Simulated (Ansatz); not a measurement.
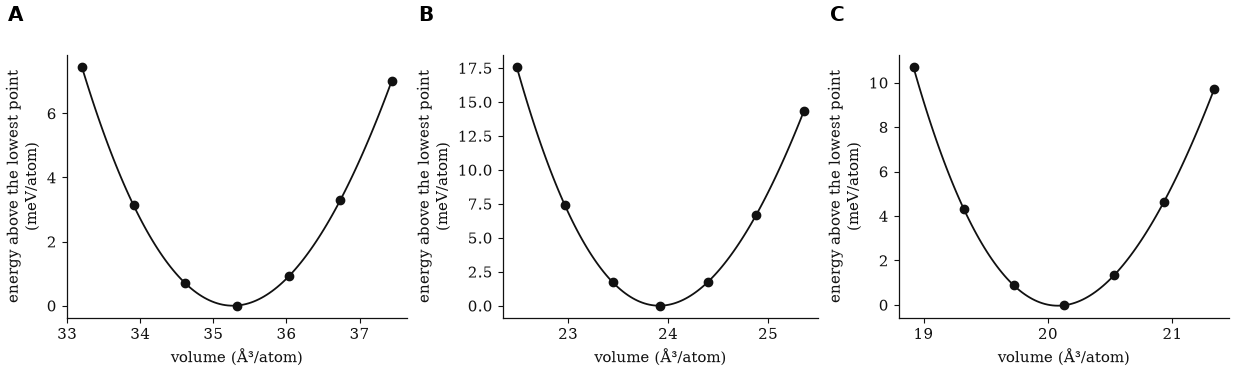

Each panel shows the energy above the lowest point against volume for one of these solids: Ga, Pm-3m (No. 221); Ge, Fd-3m (No. 227); Tm, Fm-3m (No. 225).

Method: equation of state of a cubic crystal from periodic Kohn-Sham density functional theory without spin, third-order Birch-Murnaghan fit to the free energies; pressure corrected for the finite basis (Ansatz 0.2.0 development build). Level: PBE.

Which panel belongs to which solid?

A is Tm (energy above the lowest point from 0.000 meV/atom to 7.437 meV/atom, V0 35.27 Å³/atom, B0 18.2 GPa); B is Ge (energy above the lowest point from 0.0 meV/atom to 17.5 meV/atom, V0 23.91 Å³/atom, B0 58.8 GPa); C is Ga (energy above the lowest point from 0.0 meV/atom to 10.7 meV/atom, V0 20.08 Å³/atom, B0 45.2 GPa).

For Ga, limits of the calculation: cubic model structure, not the ambient form; modest k-mesh, values are not fully converged in k.

For Tm, limits of the calculation: cubic model structure, not the ambient form; open f shell treated without spin.
